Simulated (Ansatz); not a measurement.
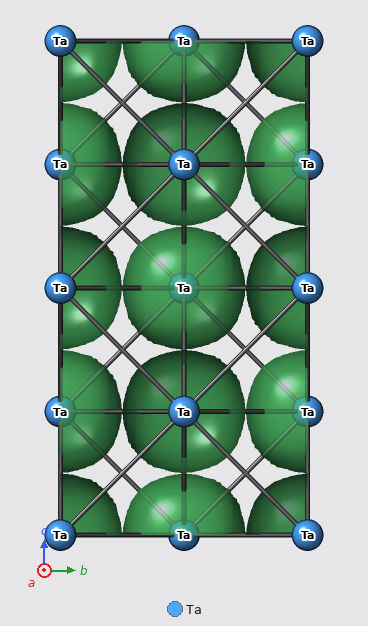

*Ta. Isosurface of the valence charge density (pseudo) at 0.5 e/Å³ (green), seen along the a axis. Sticks mark near contacts.*

Space group Fm-3m; computed pressure about 7 GPa in this cell.

Theory: Kohn-Sham DFT of a periodic cell, HSE06, Ansatz PAW in Ansatz 0.2.0.

The density is the valence pseudo-density of a PAW calculation; it isn't the true density close to the nuclei.

Q: Which contacts does the surface bridge?

A: At this value the density breaks into separate islands; it holds about 70 % of the electrons treated as valence (semicore included). It bridges none of the near contacts. It is pinched off along the shortest Ta–Ta (2.94 Å) contacts. On the grid the lowest density along these lines, outside the cores, is 0.28 e/Å³ (Ta–Ta, 2.94 Å).

Q: Does the calculation give a band gap?

A: It is gapless in this calculation (a metal or semimetal).
